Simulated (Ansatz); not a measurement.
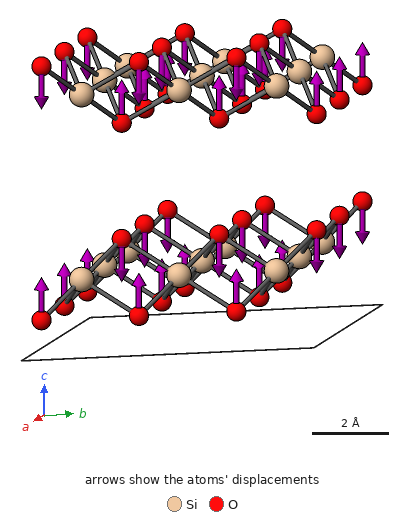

Normal modes of a free-standing layer of SiO2 (a generated structure), space group P-6m2 (No. 187), at the zone centre. The optical levels lie at 19i (×2), 51, 534 (×4), 553 (×4), 684, 687, 941 (×2) cm⁻¹. One mode is drawn. Displacements are drawn as purple arrows; their common scale and sign are arbitrary. The picture is a ball-and-stick view of the 3 × 3 repeat of the cell, outlined in the plane, without the vacuum, seen slightly off an axis.

These are results of DFT PBE+D3(BJ), scalar-relativistic, plane waves, PAW in Ansatz, not measurements. Settings: plane-wave cutoff 420 eV; k-point mesh 12 × 12 × 1; occupations fixed; no spin polarisation.

Frequencies are those without the non-analytic (LO–TO) term.

**To which level does it belong?**

The level at 687 cm⁻¹. This is the A₁′ mode, optical level 6 of 7, counted from below (1 lower level is imaginary, so the structure is unstable), Raman-active by symmetry. The Si atoms hardly move; all motion is along c of the drawn cell; atoms of one kind move against one another, with no net shift of any sublattice.
